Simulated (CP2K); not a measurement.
System: HfN.

```
Hf N
1.0
     3.43321    0.00000    0.00000
    -1.71660    2.97324    0.00000
     0.00000    0.00000    3.96982
Hf N
1 1
Cartesian
  0.0000 0.0000 1.9849
  0.0000 0.0000 0.0000
```

Space group P6/mmm; a generated structure, not necessarily the stable one; computed pressure about −15 GPa in this cell.

Theory: CP2K 2026.2, Kohn-Sham DFT of a periodic cell, LDA, GTH-PADE with SR-DZVP basis.

What can the converged valence pseudo-density and electron localisation function tell about the bonding?

Answer. Hf–N (1.98 Å): the density is about 0.92 e/Å³ at the midpoint; the ELF peaks at about 0.85 in the valence shell of N, 0.5 Å from its nucleus, and drops to about 0.30 between the two atoms.

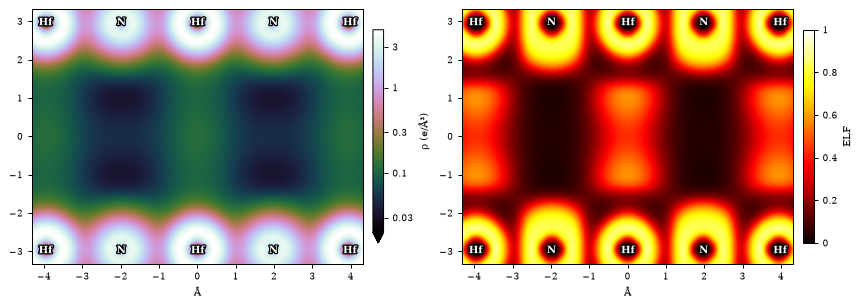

Computed valence pseudo-density and electron localisation function on the (110) plane of the conventional cell, in this order. 

The density is the valence pseudo-density of a pseudopotential calculation; it isn't the true density close to the nuclei.
